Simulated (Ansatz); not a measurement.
**Run report: Hf, single-point calculation**

System: Hf (slab, 4 atoms in the cell).
Method: DFT PBEsol, scalar-relativistic, plane waves, PAW, no spin polarisation (Ansatz 0.2.0).

It belongs to a series of runs on one base structure; here: functional: pbesol. Figures and captions count atoms from 1; the log counts them from 0 in places.

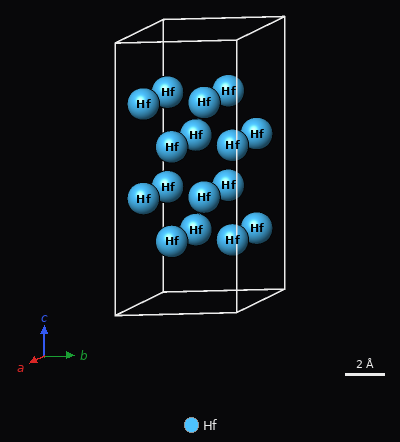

Fig. 1: The input geometry (spheres-only view of the 2 × 2 repeat of the cell, with the vacuum cut short, seen slightly off an axis).

**The input**
```yaml
crystal:
  lattice:
    - [3.2047644779, 0.0, 0.0]
    - [-1.602382239, 2.775407451, 0.0]
    - [0.0, 0.0, 22.6013660601]
  atoms:
    - { symbol: Hf, position: [0.3333333333, 0.6666666667, 0.3318383491] }
    - { symbol: Hf, position: [0.6666666667, 0.3333333333, 0.4439461164] }
    - { symbol: Hf, position: [0.3333333333, 0.6666666667, 0.5560538836] }
    - { symbol: Hf, position: [0.6666666667, 0.3333333333, 0.6681616509] }
basis:
  ecutwfc: 420
kpoints:
  mp_grid: { grid: [12, 12, 1] }
hamiltonian:
  xc: pbesol
scf:
  occupations: { method: gaussian, width: 0.1 }
output:
  forces: true
  stress: true
  eigenvalues: true
  write_density: true
  write_potential: true
  elf: true
  volumetric_format: npy
efield:
  axis: 3
  dipole_correction: true
  ramp_width: 0.04
```

Hardware: 2 threads of Arm Neoverse V1, 24 GiB of memory available, shared host.

Launch command:
```bash
ansatz run input.yaml --threads 2 --pin off --max-ram 5632MiB --backend cpu --events-out ev --progress --plain --runs-dir out
```

**The program's output**
```
Engine: ansatz 0.2.0, aarch64-unknown-linux-gnu
Pseudopotentials: kind: paw
Pseudopotential: Hf, paw, valence charge 26, recommended cutoff 420 eV (normal), Hf.paw.azcp
Functional definition: PBEsol
  exchange = pbesol_x
  correlation = pbesol_c
Crystal: 4 atoms, lattice volume = 201.028 Å³
Basis set: ecut = 420 eV, 3987 PW (Γ), exchange–correlation on 48×48×320 points (8 copies of the dense FFT grid, shifted against one another)
Bands: 63, of which v1, the nominal top of the filled ones, is band 52 counted from 1 (51 counted from 0)
Symmetry: 6 space group operations
k-points: 19 of 144 (time reversal used)
Non-local potential: Hf, projectors of the file, l = 0: 3, l = 1: 2, l = 2: 2, l = 3: 3
PAW form: soft (Blöchl's): semilocal exchange-correlation on the pseudo side does not see the compensation charge
PAW frozen core: Hf, regenerated for the run's functional, and the local potential with it (the file was generated under x = pbe(κ = 0.804, μ = 0.2195149727645171), c = pbe(β = 0.06672455060314922))
PAW one-centre angular grid: Hf, 590 points (default); XC on 64 Gauss nodes
Initial density: superposition of atomic densities (neutral atoms: chi_scale 0, normalization atom), corrected by the library's trained network
Initial wavefunctions: pseudopotential atomic-orbital guess
Functional: x = pbesol(κ = 0.804, μ = 0.12345679012345678), c = pbesol(β = 0.046)
SCF iter   1: F=—  HF=-62389.865432 eV  |F-HF|=—  |Δ(HF+E_count)|=         —  Δρ=8.36e-3  dr2=3.31e0  ethr=1.77e-3  p=0.000 e·Å  D=2.24e-13 V/Å  ΔV_dip=-0.00 eV  dr2_dipole=3.31e-7  V_vac-E_F(+/−)=4.61/4.61 eV  ⟨swp⟩=5.7  Hψ=3911  notcnv=0
efield: sawtooth ramp at fractional position 0.9800 (placed from the atoms, in the widest stretch of the axis that holds none; the zero of the levels goes with the place), width 0.0400; the density the first Hamiltonian is built on has a dipole p = 0.000 e·Å; the dipole correction subtracts the counter field D = 2.24e-13 V/Å, which shifts the + side's vacuum level by -0.00 eV against the − side's; the planar-averaged density in the ramp window peaks in size at 8.1e-5 e/Å³
preconditioner: auto → LDOS  [metal: Δε(μ)=0.028 eV  Ē_g=17.028 eV  σ=0.100 eV  W_gap=0.16  n_scr=58 (ndim 8)  ℏωp=25.7 eV  f_vac=0.499  D(μ)=6.25/eV (n_scr^D=46)  β→1.0]
SCF iter   2: F=—  HF=-62389.782054 eV  |F-HF|=—  |Δ(HF+E_count)|=   8.34e-2  Δρ=2.62e-3  dr2=6.85e-2  ethr=1.77e-3  p=-0.000 e·Å  D=-2.57e-6 V/Å  ΔV_dip=0.00 eV  dr2_dipole=2.66e-7  V_vac-E_F(+/−)=4.44/4.44 eV  ⟨swp⟩=2.1  Hψ=1541  notcnv=0  defer=44
SCF iter   3: F=—  HF=-62389.778246 eV  |F-HF|=—  |Δ(HF+E_count)|=   3.81e-3  Δρ=1.79e-3  dr2=2.81e-2  ethr=6.58e-5  p=-0.000 e·Å  D=-1.95e-6 V/Å  ΔV_dip=0.00 eV  dr2_dipole=2.63e-8  V_vac-E_F(+/−)=4.47/4.47 eV  ⟨swp⟩=2.0  Hψ=2230  notcnv=0  defer=44
SCF iter   4: F=—  HF=-62389.775023 eV  |F-HF|=—  |Δ(HF+E_count)|=   3.22e-3  Δρ=5.01e-4  dr2=3.84e-3  ethr=2.70e-5  p=-0.000 e·Å  D=-1.86e-6 V/Å  ΔV_dip=0.00 eV  dr2_dipole=7.69e-9  V_vac-E_F(+/−)=4.47/4.47 eV  ⟨swp⟩=2.3  Hψ=1987  notcnv=0  defer=44
SCF iter   5: F=—  HF=-62389.775078 eV  |F-HF|=—  |Δ(HF+E_count)|=   5.46e-5  Δρ=2.20e-4  dr2=1.14e-4  ethr=3.69e-6  p=-0.000 e·Å  D=-7.44e-7 V/Å  ΔV_dip=0.00 eV  dr2_dipole=5.20e-9  V_vac-E_F(+/−)=4.46/4.46 eV  ⟨swp⟩=2.4  Hψ=1990  notcnv=0  defer=44
SCF iter   6: F=—  HF=-62389.775068 eV  |F-HF|=—  |Δ(HF+E_count)|=   9.42e-6  Δρ=9.21e-5  dr2=1.73e-5  ethr=1.10e-7  p=-0.000 e·Å  D=-2.95e-7 V/Å  ΔV_dip=0.00 eV  dr2_dipole=3.19e-11  V_vac-E_F(+/−)=4.46/4.46 eV  ⟨swp⟩=2.0  Hψ=2081  notcnv=0  defer=44
SCF iter   7: F=—  HF=-62389.775006 eV  |F-HF|=—  |Δ(HF+E_count)|=   6.20e-5  Δρ=3.52e-5  dr2=3.65e-6  ethr=1.67e-8  p=-0.000 e·Å  D=-4.68e-8 V/Å  ΔV_dip=0.00 eV  dr2_dipole=1.47e-10  V_vac-E_F(+/−)=4.47/4.47 eV  ⟨swp⟩=2.1  Hψ=1961  notcnv=0  defer=44
SCF iter   8: F=—  HF=-62389.775010 eV  |F-HF|=—  |Δ(HF+E_count)|=   3.67e-6  Δρ=1.25e-5  dr2=7.33e-7  ethr=3.51e-9  p=0.000 e·Å  D=1.24e-8 V/Å  ΔV_dip=-0.00 eV  dr2_dipole=6.10e-11  V_vac-E_F(+/−)=4.47/4.47 eV  ⟨swp⟩=2.1  Hψ=1933  notcnv=0  defer=44
SCF iter   9: F=—  HF=-62389.775011 eV  |F-HF|=—  |Δ(HF+E_count)|=   7.82e-7  Δρ=5.14e-6  dr2=1.32e-7  ethr=7.05e-10  p=0.000 e·Å  D=4.63e-9 V/Å  ΔV_dip=-0.00 eV  dr2_dipole=1.75e-12  V_vac-E_F(+/−)=4.47/4.47 eV  ⟨swp⟩=2.1  Hψ=1866  notcnv=0  defer=44
SCF iter  10: F=-62389.775011 eV  HF=-62389.775011 eV  |F-HF|=7.76e-9  |Δ(HF+E_count)|=   1.09e-7  Δρ=2.65e-6  dr2=4.16e-8  ethr=9.62e-11  p=0.000 e·Å  D=2.43e-9 V/Å  ΔV_dip=-0.00 eV  dr2_dipole=4.16e-13  V_vac-E_F(+/−)=4.47/4.47 eV  ⟨swp⟩=17.8  Hψ=10747  notcnv=0
SCF 1 converged in 10 iterations: F = -62389.775011 eV  dr2 = 4.16e-8
  greatest PAW one-centre occupation: 0.998 electrons in one spin orbital (limit 2), on the Hf atom at site 3 (counted from 0), in its partial waves of l = 3
```

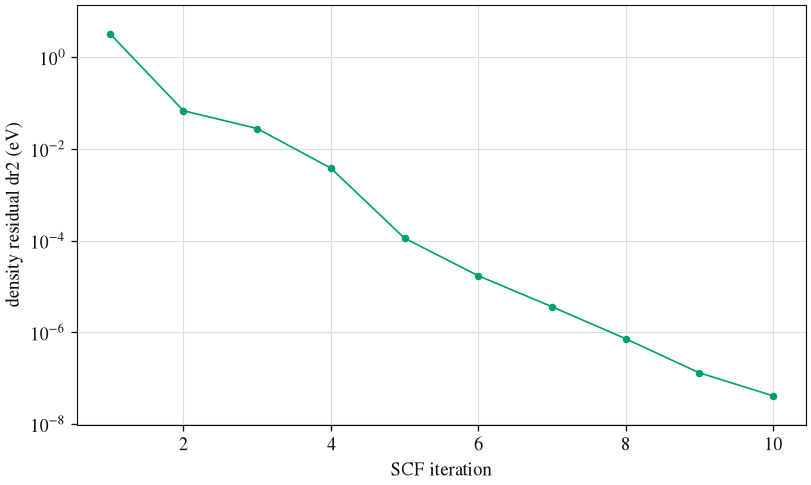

Fig. 2: Convergence of the self-consistent field: density residual dr2 against the SCF iteration. The residual falls at every step.

```
WARN: The output density's exchange-correlation potential varies sharply where the density is thin. Do not read a vacuum level from v_tot or v_xc, or from such a field of the output density. On a cell that repeats whose density bears no net charge and no dipole along the vacuum's axis use v_es (v_loc + v_h of the components); under efield.dipole_correction with no amplitude use v_es + v_field, which holds any external_charges[].barrier, or the levels of the report's work_function block, which leave it out; under a non-zero efield.amplitude the vacuum is tilted and has no level; on a cell that repeats and bears such a dipole with no correction it is tilted too, and efield.dipole_correction with no amplitude gives each side of its ramp a level where efield: is served; in a cell that repeats whose density bears a net charge (total_charge, or a fill off its count) it is curved and has none; of a slab under crystal.periodic whose density bears no net charge use v_es, which has a level on each side, short of where the two are joined; of another it falls or rises all the way out and has none; of a slab beside external_charges read slab_vacuum_level instead, which it has where they leave it neutral. The grid or the basis barely resolves most such structure, and the values can differ between equally converged runs; as a rule a tighter scf.convergence.dr2_threshold does not remove it. Where the density itself ripples (under the LDA too) a higher basis.ecutwfc lessens it. The files hold the spikes' plane waves up to the density's cutoff. Files: v_tot_of_output_density and the like, and their columns of v_z.tsv (output.write_potential); v_xc_of_output_density and the like, and their columns of v_comp_z.tsv (output.write_potential_components). Measured: with its Gaussian average of σ = 0.25 Å subtracted twice, the exchange-correlation potential is over 0.1 eV at 1836 of the grid points where the equally averaged density (valence and model cores) is under 1e-3 e/Å³, and 0.868 eV at the most among them, at an averaged density of 1.8e-7 e/Å³. See output.write_potential in the manual, Limitations
SCF converged after 10 iterations
Free energy (F): -62389.775011 eV
Harris-Foulkes:  -62389.775011 eV  (|F-HF|=7.76e-9)
Internal energy: -62389.733992 eV  (E = F + TS)
E sigma→0 (E₀):  -62389.754501 eV
Entropy (-TS):   -0.041019 eV (-10.255 meV/atom)
Fermi energy:    6.446315 eV
Dipole field:    D = -0.000001 V/Å  (p = -0.000001 e·Å, saw-weighted, corrected)
Work function:   Φ+ = 4.4683 eV   Φ− = 4.4683 eV
Levels:          The Fermi level and band energies are counted from a zero that moves with the ramp; work functions are not
--- Per-component energies (eV) ---
  E_band       = -1257.953722
  E_kinetic    = 1691.143069
  E_local      = -151558.794349  (includes V_loc(G=0)·N_el)
  E_nonlocal   = -4955.639140
  E_hartree    = 74472.341603
  E_xc         = -1186.668725
  E_vxc        = -1058.048544  (∫ρ·V_xc dr)
  E_paw        = -27227.785669  (= ΣΔE_a)
  E_vpaw       = 5678.666532  (= ΣTr[D̂ρ^β])
  E_aug_tail   = -0.000005  (compensation charges beyond the density's cutoff)
  E_efield     = 0.000000  (sawtooth field / dipole correction)
  E_vefield    = 0.000000  (∫n·V_field dr)
  E_ewald      = 46370.664859
  E_core_change = 5.004366  (= ΣΔE_core)
  E_smearing   = -0.041019  (= −TS)
  E_closure    = -0.000000  (closes the sum)
  Σ components = -62389.775011   (vs F -62389.775011, Δ=0.00e0)
--- Forces (eV/Å), atoms counted from 1 ---
  atom   1  Hf     0.00000000    -0.00000000     0.86740995
  atom   2  Hf     0.00000000     0.00000000    -0.85328870
  atom   3  Hf     0.00000000    -0.00000000     0.85328841
  atom   4  Hf    -0.00000000     0.00000000    -0.86740918
  max |Σ_I F_I| component: 4.74e-7 eV/Å
--- Stress (GPa, compression-positive) ---
       -3.704597       0.000000       0.000000
        0.000000      -3.704597       0.000000
       -0.000000       0.000000      -3.531648
  P = ⅓ Tr σ = -3.6469 GPa (-36.469 kbar)
--- Band table (eV; the first three rows and the last of 19) ---
  k-point 0: bands = ["-55.7526", "-55.7526", "-55.2973", "-55.2625", "-24.6049", "-24.5547", "-24.1071", "-24.0779", "-24.0779", "-24.0776", "-24.0776", "-23.7278", "-23.6930", "-23.6930", "-23.6298", "-23.6298", "-5.7549", "-5.7549", "-5.7203", "-5.7203", "-5.7203", "-5.7203", "-5.7165", "-5.7165", "-5.7165", "-5.7165", "-5.7160", "-5.7159", "-5.6417", "-5.6417", "-5.2776", "-5.2675", "-5.2576", "-5.2576", "-5.2564", "-5.2564", "-5.2546", "-5.2410", "-5.2275", "-5.2275", "-5.2157", "-5.2157", "-5.1867", "-5.1849", "-0.4223", "0.5657", "1.7749", "2.6363", "6.3461", "6.4786", "6.9404", "7.0090", "7.5649", "7.5649", "7.6169", "7.6169", "7.6705", "7.8004", "7.8004", "8.2400", "8.2400", "9.5652", "9.5652"]
  k-point 1: bands = ["-55.7503", "-55.7503", "-55.2945", "-55.2607", "-24.5942", "-24.5488", "-24.1418", "-24.1175", "-24.0869", "-24.0865", "-24.0787", "-23.7554", "-23.7035", "-23.7030", "-23.6640", "-23.6365", "-5.7535", "-5.7535", "-5.7221", "-5.7220", "-5.7203", "-5.7202", "-5.7172", "-5.7172", "-5.7156", "-5.7156", "-5.7128", "-5.7128", "-5.6455", "-5.6455", "-5.2755", "-5.2645", "-5.2586", "-5.2570", "-5.2568", "-5.2547", "-5.2519", "-5.2396", "-5.2290", "-5.2277", "-5.2181", "-5.2161", "-5.1904", "-5.1888", "-0.2184", "0.7636", "1.9774", "2.8474", "6.2943", "6.4048", "6.7934", "6.8904", "7.2446", "7.3630", "7.6365", "7.7199", "7.7913", "7.9286", "7.9668", "8.1319", "8.4081", "9.3518", "9.4269"]
  k-point 2: bands = ["-55.7440", "-55.7439", "-55.2867", "-55.2560", "-24.5650", "-24.5334", "-24.2404", "-24.2228", "-24.1114", "-24.1108", "-24.0801", "-23.8473", "-23.7526", "-23.7314", "-23.7136", "-23.6552", "-5.7499", "-5.7499", "-5.7275", "-5.7275", "-5.7212", "-5.7212", "-5.7180", "-5.7180", "-5.7122", "-5.7122", "-5.7041", "-5.7041", "-5.6556", "-5.6556", "-5.2709", "-5.2610", "-5.2584", "-5.2553", "-5.2539", "-5.2505", "-5.2450", "-5.2366", "-5.2318", "-5.2281", "-5.2242", "-5.2180", "-5.2001", "-5.1982", "0.3606", "1.3150", "2.5303", "3.4200", "5.9830", "6.0891", "6.3810", "6.6715", "6.8675", "6.9692", "7.4537", "7.7977", "8.0983", "8.2176", "8.2195", "8.4548", "8.8550", "9.0176", "9.2611"]
  k-point 18: bands = ["-55.7135", "-55.7135", "-55.2413", "-55.2413", "-24.4832", "-24.4832", "-24.4639", "-24.4606", "-24.4498", "-24.4498", "-24.1034", "-24.0803", "-24.0803", "-23.9692", "-23.8094", "-23.8094", "-5.7394", "-5.7394", "-5.7386", "-5.7386", "-5.7301", "-5.7301", "-5.7087", "-5.7087", "-5.7082", "-5.7082", "-5.7040", "-5.7040", "-5.6599", "-5.6599", "-5.2654", "-5.2570", "-5.2570", "-5.2488", "-5.2457", "-5.2457", "-5.2437", "-5.2437", "-5.2384", "-5.2274", "-5.2263", "-5.2263", "-5.2049", "-5.2049", "4.6416", "4.7528", "4.7528", "4.9988", "5.1230", "5.4298", "5.4298", "6.4198", "6.4198", "6.6116", "6.6307", "6.8718", "6.8718", "8.6194", "9.3057", "10.1742", "10.1742", "10.9268", "11.7128"]
```

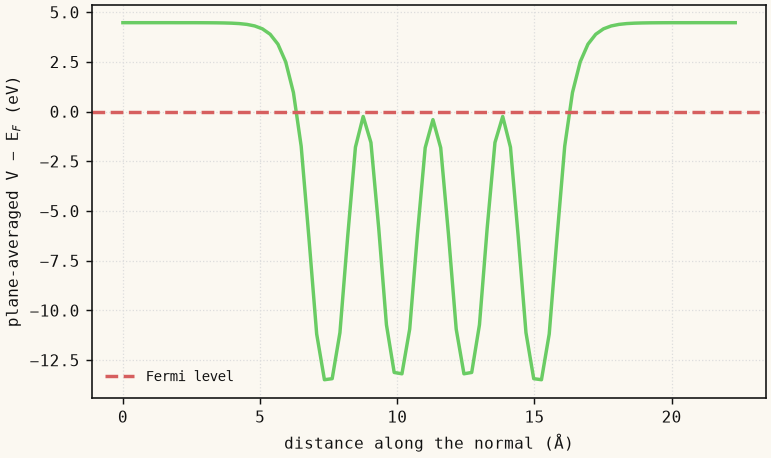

Fig. 3: Plane average of the electrostatic potential energy of an electron across the cell, from the Fermi level. The vacuum level lies 4.47 eV above the Fermi level.

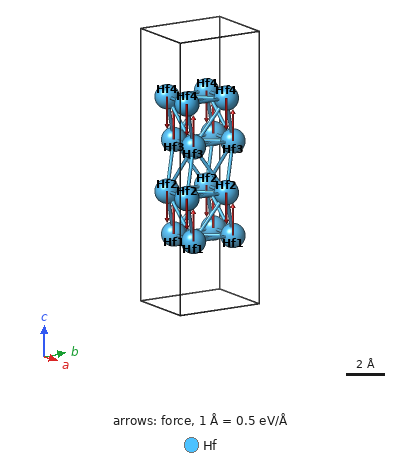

Fig. 4: Forces on the atoms as red arrows (ball-and-stick view of the 2 × 2 repeat of the cell, with the vacuum cut short, seen slightly off an axis; atoms are numbered from 1 in the order of the input). The largest act on Hf1, Hf4 (0.87 eV/Å); Hf2, Hf3 (0.85 eV/Å). The geometry is not a stationary point of this energy.

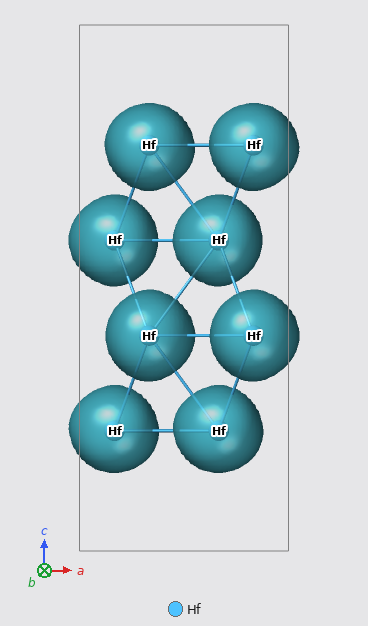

Fig. 5: Isosurface of the valence pseudo-density at 0.3 e/Å³ (cyan), seen along the b axis. Sticks mark near contacts. At this value the density breaks into separate islands; it holds about 90 % of the electrons treated as valence (semicore included). It is pinched off along the Hf–Hf (3.14 Å) and Hf–Hf (3.20 Å) contacts. On the grid the lowest density along these lines, outside the cores, is 0.19 e/Å³ (Hf–Hf, 3.14 Å) and 0.19 e/Å³ (Hf–Hf, 3.20 Å). Core electrons are frozen (PAW), so the fields are smoothed inside the atomic spheres.

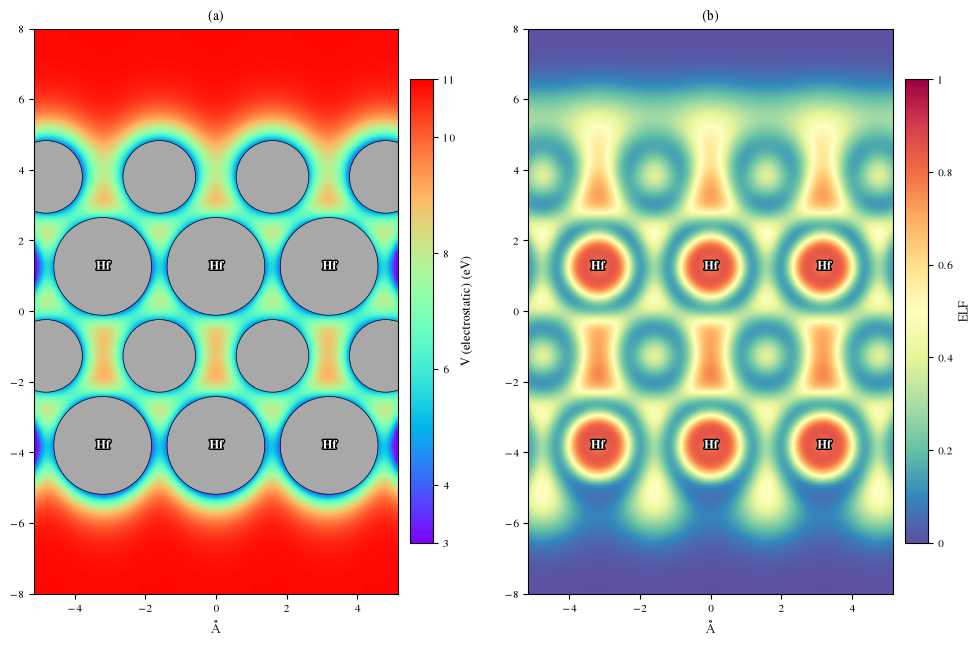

Fig. 6: (a) electrostatic potential energy of an electron; (b) electron localisation function on the (100) plane of the calculation cell, a cut from vacuum to vacuum. Grey discs, where drawn, cover atomic cores. Atoms in the plane: Hf. Hf–Hf (3.20 Å): the ELF is about 0.30 at the midpoint; no shared electron pair. The strong features right at Hf lie inside the PAW spheres (semicore, d or f shells) and say nothing about bonding.

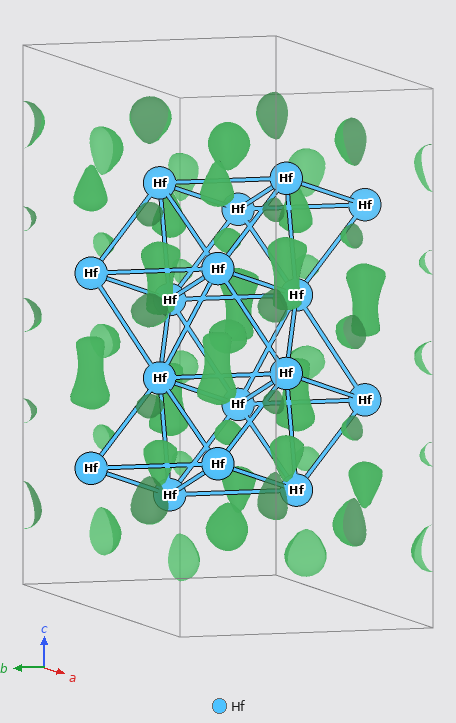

Fig. 7: Isosurface of the electron localisation function at 0.6 (green), seen at an oblique angle. Only the valence region is drawn (cores and ρ < 0.01 e/Å³ removed). Sticks mark near contacts. Counts are for one cell; the picture repeats the cell along the surface.  Values along the shortest contacts: Hf–Hf (3.14 Å): the ELF is about 0.25 at the midpoint; no localised pair between them. Hf–Hf (3.20 Å): the ELF is about 0.30 at the midpoint; no shared electron pair.

**Key numbers**

```tsv
quantity	value
outcome	converged
electrons treated	104
free energy	−62389.7750 eV
work function, top face	4.47 eV
work function, bottom face	4.47 eV
Fermi energy	6.446 eV
gap on the k-point mesh	none (metallic)
work function (upper face)	4.47 eV
largest force (length of the vector)	0.867 eV/Å
wall time	17 s (CPU time 33 s)
peak memory	0.54 GiB
```

**Notes**

Warnings of the run: the exchange-correlation potential is rough where the density is thin. Spin–orbit coupling is left out, which matters for Hf.
